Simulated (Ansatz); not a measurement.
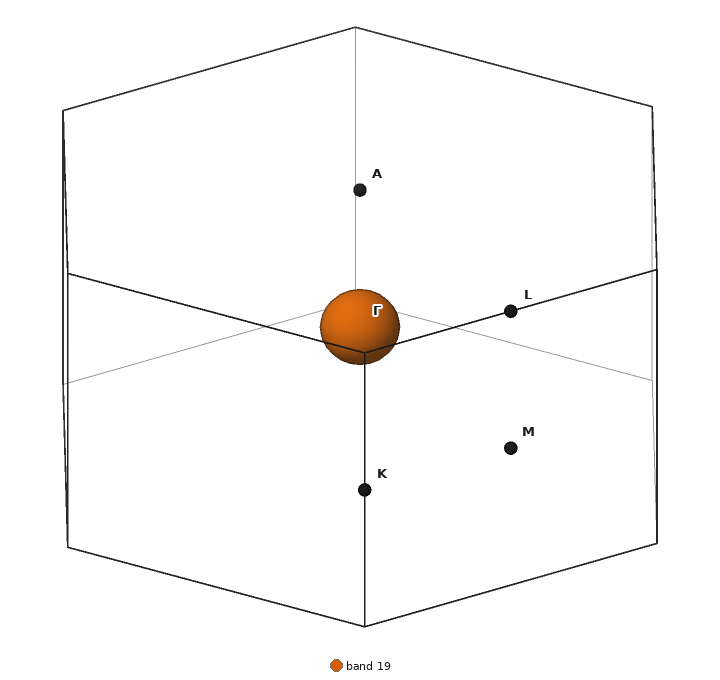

Constant-energy surfaces of ZnS (space group P6_3mc, No. 186), 0.30 eV above the conduction-band minimum (one colour a band).

The calculation used DFT PBE, scalar-relativistic, plane waves, PAW; levels and slopes on a dense k mesh at the converged density (Ansatz 0.2.0). No spin polarisation. k mesh for the levels: 30×30×16. Unrelaxed database geometry (largest force 0.3 eV/Å).

Masses come from a second pass at points close to the extrema; at the energies drawn a band may no longer be parabolic.

**Where are the valleys, how many are there, and what are their masses?**

Band 19 forms the conduction edge. Within this energy: one minimum at Γ, principal masses 0.16, 0.18 and 0.18 mₑ.

Where one band's surface lies inside another's, the outer one hides all or part of it.

The run (self-consistency and the dense mesh) took 2.6 min on 1 thread of Arm Neoverse V1, on a shared host, peak memory 0.89 GiB.
